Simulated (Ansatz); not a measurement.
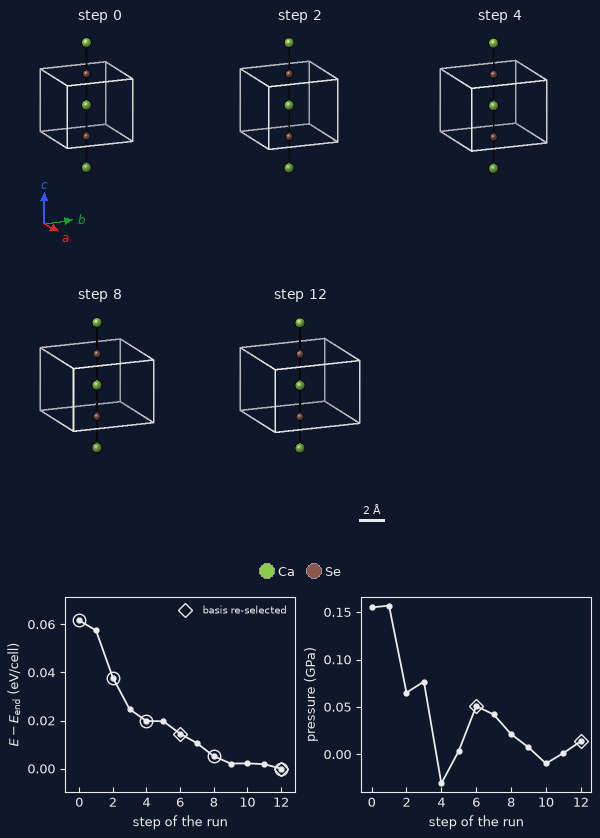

Frames of a relaxation of a crystal of CaSe (a generated structure, set up in P4/mmm), marked on the history of the run. The picture is a ball-and-stick view of the cell of the calculation, seen slightly off an axis.

Theory: DFT PBE, scalar-relativistic, plane waves, PAW (Ansatz).

The input:
```yaml
crystal:
  lattice:
    - [5.7377512689, 0.0, 0.0]
    - [0.0, 5.7377512689, 0.0]
    - [0.0, 0.0, 5.260750001]
  atoms:
    - { symbol: Ca, position: [0.5, 0.5, 0.5] }
    - { symbol: Se, position: [0.5, 0.5, 0.0] }
basis:
  ecutwfc: 420
kpoints:
  mp_grid: { grid: [6, 6, 6] }
hamiltonian:
  xc: pbe
scf:
  occupations: { method: gaussian, width: 0.02 }
output:
  forces: true
  stress: true
  eigenvalues: true
relax:
  adjacent_minimum: "off"
  f_tol: 0.01
  max_steps: 80
  cell: { stress_tol: 0.05 }
```

Launched with:
```bash
ansatz run input.yaml --threads 1 --pin off --max-ram 2048MiB --backend cpu --events-out ev --progress --plain --runs-dir out
```

Q: Describe the path.

A: Over 10 accepted moves (12 points after the start) the energy falls by 61.6 meV per cell of the calculation. All forces vanish by symmetry, so only the cell relaxes. Pressure: 0.15 GPa at the start and 0.01 GPa at the end. The SCF was repeated twice at an unchanged geometry on a basis and grid sized afresh for the cell, which shifted the energy by 5.1 meV per cell of the calculation at most. No atom moves by more than 0.005 Å relative to the cell. The drawn cell changes as follows: a = b 5.738 → 7.417 Å (+29.3 %), c 5.261 → 5.277 Å (+0.3 %); the volume changes by +67.6 %. Among the contacts that change: Ca1–Se2 2.630 → 2.639 Å. The space group stays P4/mmm (No. 123). Cost: 2.1 min on 1 thread of Arm Neoverse V1, on a shared host, peak memory 0.53 GiB. From step 0 to 2: volume +12.0 %, energy −23.8 meV per cell of the calculation. From step 2 to 4: volume +19.3 %, energy −18.1 meV per cell of the calculation. From step 4 to 8: volume +13.1 %, energy −14.6 meV per cell of the calculation. From step 8 to 12: volume +11.0 %, energy −5.2 meV per cell of the calculation.
